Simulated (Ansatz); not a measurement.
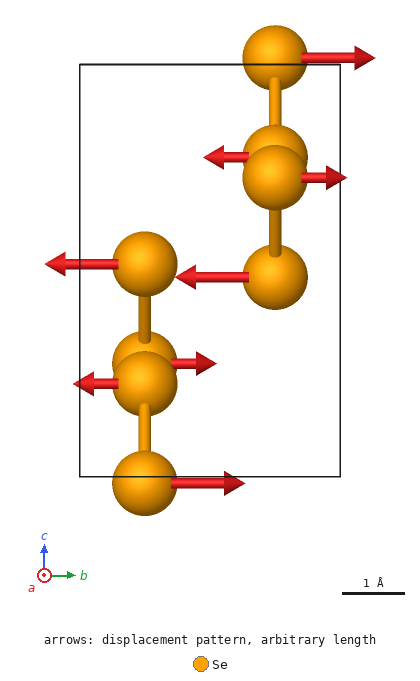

The lowest optical mode of a crystal of Se (a generated structure), space group Pnma (No. 62), at the zone centre. The red arrows are the displacements of the atoms (eigenvector over the root of the mass), of arbitrary overall length and sign. Style: ball-and-stick. Shown: the cell of the calculation, along the a axis.

These are results of Ansatz 0.2.0, DFT PBE, scalar-relativistic, plane waves, PAW, not measurements. Settings: plane-wave cutoff 420 eV; k-point mesh 4 × 6 × 4; occupations fixed; no spin polarisation.

Frequencies are those without the non-analytic (LO–TO) term.

Is the structure stable against all modes at this point?

No. This is the A_u mode at 3.7i meV, the lowest optical level, silent by symmetry (neither infrared- nor Raman-active). All motion is along b; atoms of one kind move against one another, with no net shift of their sublattice; the Se–Se bond lengths don't change to first order, so for these it is a bending, tilting or sliding motion. The frequency is imaginary, so the structure is unstable against this distortion. Freezing in the drawn pattern lowers the space group from Pnma to P2₁2₁2₁ (No. 19).
